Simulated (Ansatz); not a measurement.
## Electronic structure of AlNi (slab) in real space

```xyz
8
Lattice="2.8622 0.0000 0.0000 0.0000 2.8622 0.0000 0.0000 0.0000 25.0176" Properties=species:S:1:pos:R:3 pbc="T T T"
Ni    1.4311    1.4311    7.5953
Al    0.0000    0.0000    8.8637
Ni    1.4311    1.4311   10.3901
Al    0.0000    0.0000   11.7738
Ni    1.4311    1.4311   13.2008
Al    0.0000    0.0000   14.6448
Ni    1.4311    1.4311   16.1278
Al    0.0000    0.0000   17.4743
```

Computed without spin polarisation.

All numbers below come from DFT PBEsol, scalar-relativistic, plane waves, PAW (Ansatz).

In a PAW calculation such maps are meaningful between the atoms, not at the nuclei.

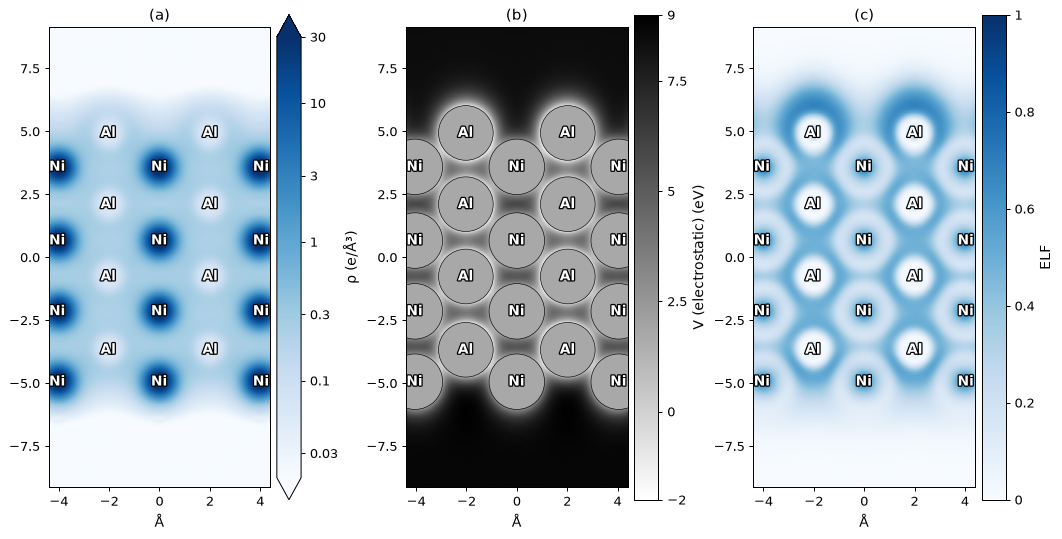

Figure 1. (a) valence charge density (pseudo); (b) electrostatic potential energy of an electron; (c) ELF on the (110) plane of the calculation cell, a cut from vacuum to vacuum. Grey discs cover the atomic cores in the potential map.

> Interpret the plot.

- Atoms in the plane: Ni and Al.
- Al–Ni (2.39 Å): ρ is about 0.36 e/Å³ halfway; the ELF is about 0.40 at the midpoint.
- Ni–Ni (2.79 Å): ρ at the midpoint is about 0.26 e/Å³; the ELF is about 0.30 at the midpoint.
- Al–Ni (2.43 Å): ρ at the midpoint is about 0.33 e/Å³; the ELF is about 0.40 at the midpoint.
- Al–Ni (2.48 Å): ρ is about 0.31 e/Å³ halfway; the ELF is about 0.40 at the midpoint.
- Al–Ni (2.53 Å): ρ at the midpoint is about 0.28 e/Å³; the ELF is about 0.40 at the midpoint.
- The density dies away to nearly zero in the vacuum.
- The features right at Ni lie inside the PAW spheres, where the map follows smoothed inner orbitals and isn't to be read closely.
- Outside the cores the potential energy rises away from the atoms and is highest in the vacuum; its zero is arbitrary.

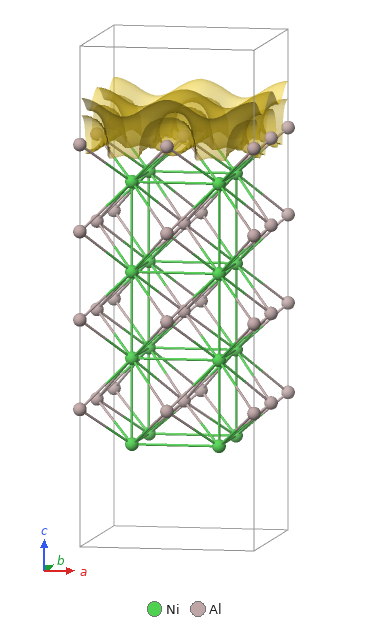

Figure 2. Isosurface of the ELF at 0.6 (yellow), seen slightly off an axis. Only the valence region is drawn (cores and ρ < 0.01 e/Å³ removed). Sticks mark near contacts.

> Where are the electrons localised?

The surface consists of sheets that run through the cell in two directions, counted in one cell of 8 atoms. Counts are for one cell; the picture repeats the cell along the surface.

> Metal or insulator at this level of theory?

It is metallic or semimetallic at this level of theory: no gap opens.
